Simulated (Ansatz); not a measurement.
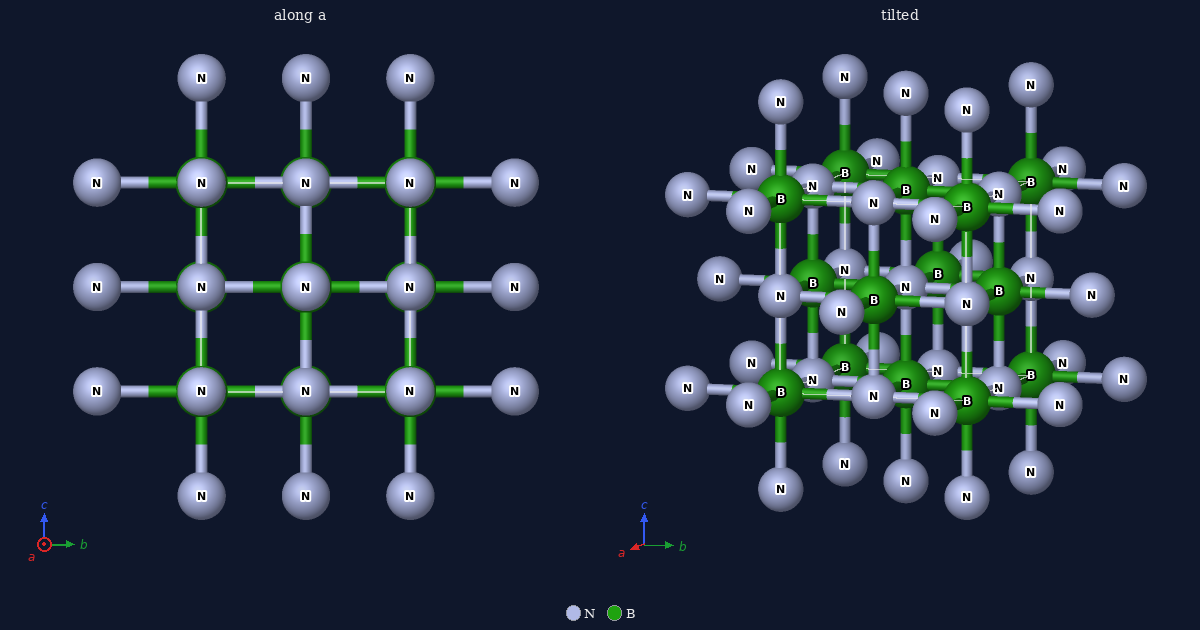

An orthographic ball-and-stick view of the structure, along the a axis and slightly off an axis. Atoms at the boundary of the drawn cell (a repeat of the simulation cell) (the box) are drawn once for each face, edge or corner they touch. A few atoms beyond the faces are included.

BN, a = 3.49 Å, b = 3.49 Å, c = 3.49 Å, α = 90.00°, β = 90.00°, γ = 91.43°.

Method used: G0W0 on PBE, plane waves, PAW in Ansatz 0.2.0. It ran with a basis cut at 420 eV, k-points about 0.39 Å⁻¹ apart, no spin polarisation.

**Is the electronic structure metallic or gapped?**

A semiconductor at this level, with a gap of 1.09 eV, indirect; the smallest direct gap is 5.64 eV.

The starting point was a structure type filled with these elements by a generator (whether the compound takes this form wasn't checked). Earlier steps of the study may have refined or changed the cell and positions. It was run through Ansatz as a DFT input.
